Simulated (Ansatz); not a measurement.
The coordinates of a crystal:

```yaml
crystal:
  lattice:
    - [3.94189, 0.00000, 0.00000]
    - [-1.97094, 3.41377, 0.00000]
    - [0.00000, 0.00000, 13.61441]
  atoms:
    - { symbol: Se, position: [0.66667, 0.33333, 0.20833] }
    - { symbol: Se, position: [0.00000, 0.00000, 0.12500] }
    - { symbol: Se, position: [0.33333, 0.66667, 0.54167] }
    - { symbol: Se, position: [0.66667, 0.33333, 0.45833] }
    - { symbol: Se, position: [0.00000, 0.00000, 0.87500] }
    - { symbol: Se, position: [0.33333, 0.66667, 0.79167] }
```

**Give a crystallographic description of this input.**

The element is selenium. The lattice is rhombohedral (trigonal R) and the space group R-3m (No. 166). The cell holds six atoms. Se is coordinated by three Se in a trigonal pyramidal arrangement at 2.54 Å. The bonds build Se layers parallel to (001).

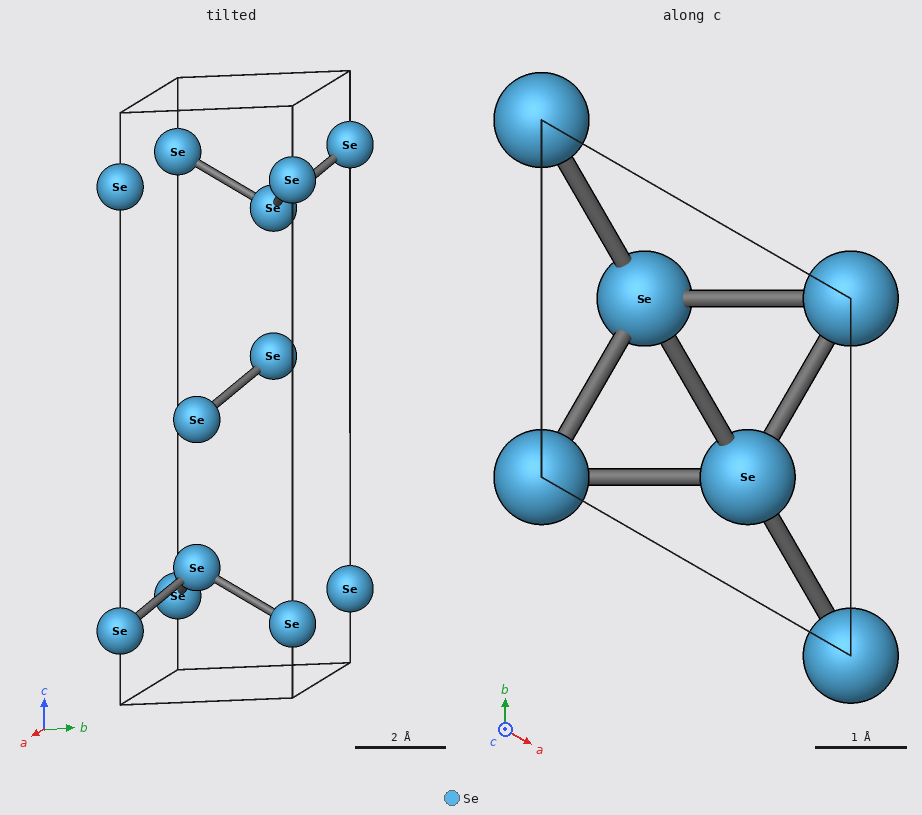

Ball-and-stick drawing of the structure, looking slightly off an axis and along the c axis. The conventional unit cell is outlined; an atom on or near a face, edge or corner is repeated at each equivalent position. Colours: selenium blue.

Its origin is a structure listed in the Materials Project. The cell was then strained or its atoms displaced on purpose. It went into a calculation with Ansatz.
